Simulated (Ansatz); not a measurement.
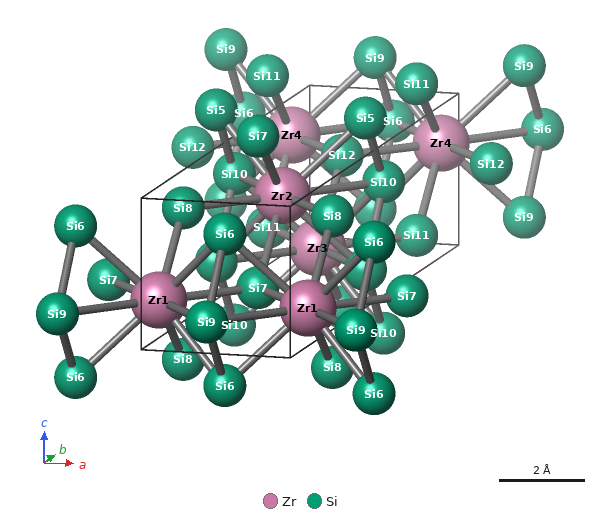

Reference structure: solid ZrSi₂ (set up in Cmcm). A ball-and-stick model of the cell of the calculation, seen slightly off an axis.

Level of theory: Ansatz, DFT PBEsol, scalar-relativistic, plane waves, PAW. (plane-wave cutoff 420 eV; k-point mesh 10 × 4 × 10; occupations gaussian; smearing width 0.1 eV; no spin polarisation)

Change: Equal strain along all axes, −4.0 %, is applied. The cell is then held and the atoms relaxed.

### Predict the response.

The energy rises by 115 meV per atom. The pressure goes from 0.0 to 21.8 GPa. The principal stresses (compression positive) are 24.3 GPa along c, 23.0 GPa along a, 17.9 GPa along b. Both are metals. The drawn cell changes as follows: a 3.674 → 3.527 Å (−4.0 %), b 14.566 → 13.983 Å (−4.0 %), c 3.657 → 3.510 Å (−4.0 %); the volume changes by −11.5 %. The largest moves relative to the cell, 0.026 Å, are those of Si5, Si6, Si9 and Si10. Si6 goes along +b. Largest moves by element: Si 0.026 Å, Zr 0.015 Å. Near-neighbour distances before and after: Si–Zr 2.695 → 2.577 Å, Si–Zr 2.952 → 2.843 Å, Si–Si 2.592 → 2.488 Å, Si–Zr 2.800 → 2.699 Å. The space group stays Cmcm (No. 63).

Drawn alike, the variant:

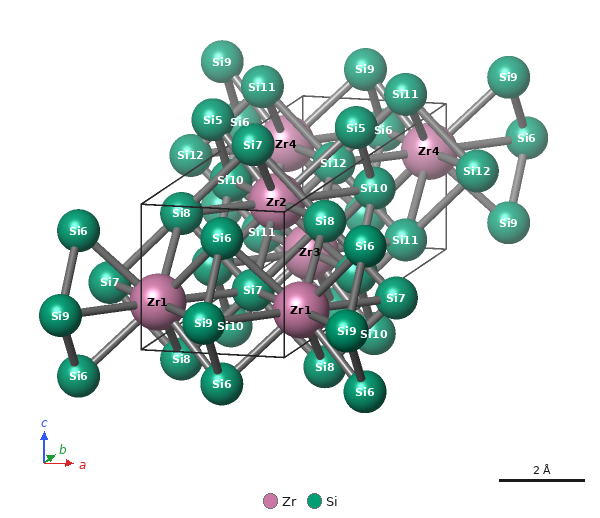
